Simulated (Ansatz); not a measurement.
BiS

```yaml
crystal:
  lattice:
    - [2.73137, -2.73767, 0.00000]
    - [2.73137, 2.73767, 0.00000]
    - [0.00000, 0.00000, 8.05631]
  atoms:
    - { symbol: Bi, position: [0.00000, 0.50000, 0.00000] }
    - { symbol: Bi, position: [0.50000, 0.00000, 0.50000] }
    - { symbol: S, position: [0.50000, 0.50000, 0.75000] }
    - { symbol: S, position: [0.50000, 0.50000, 0.25000] }
```

Space group Cccm; started from the tenorite_15 prototype, which need not be the ambient phase.

These are results of DFT PBE, scalar-relativistic, plane waves, PAW in Ansatz 0.2.0, not measurements.

The density is the valence pseudo-density of a PAW calculation; it isn't the true density close to the nuclei.

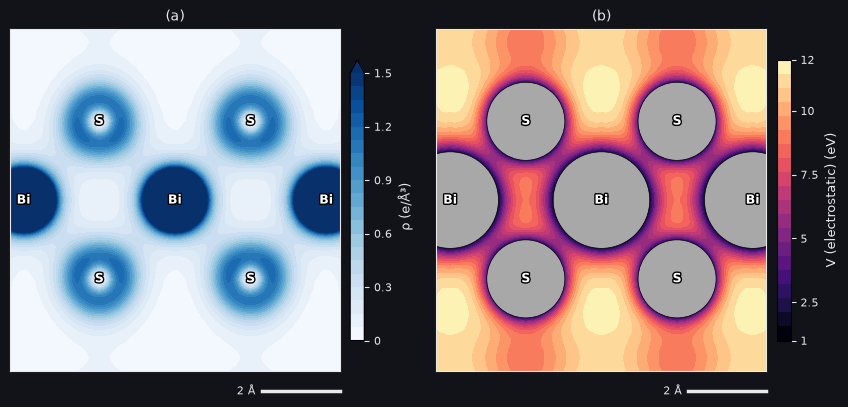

Figure 1. (a) valence electron density; (b) electrostatic potential (local pseudopotential plus Hartree) felt by an electron on the (100) plane of the standardised cell. Grey discs cover the atomic cores in the potential map.

Describe what can be read from this map.

Answer.
- The section cuts through Bi and S sites.
- Bi–S (2.79 Å): ρ at the midpoint is about 0.32 e/Å³.
- Between the atoms the lowest density in this plane is 0.01 e/Å³.
- Outside the cores the potential energy rises away from the atoms and is highest about 2.1 Å from the nearest atoms; its zero is arbitrary.

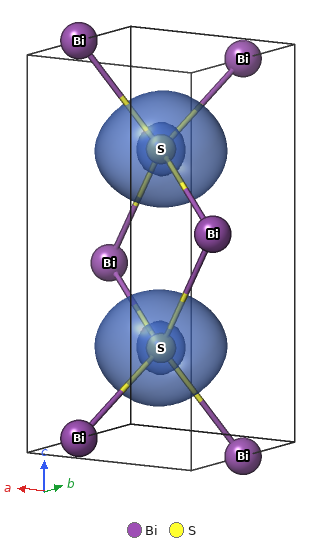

Figure 2. Isosurface of the ELF at 0.65 (blue), seen at an oblique angle. Core shells and regions of very low density are left out. Sticks mark near contacts.

Where are the electrons localised?

Answer. At this value the surface marks out two regions wrapped around S (the valence shell of each), counted in one cell of 4 atoms. Regions shared between cells count once.


Bi–S (2.79 Å): the ELF peaks at about 0.85 in the valence shell of S, 0.8 Å from its nucleus, and drops to about 0.30 between the two atoms.

Metal or insulator at this level of theory?

Answer. It is metallic or semimetallic at this level of theory: no gap opens.
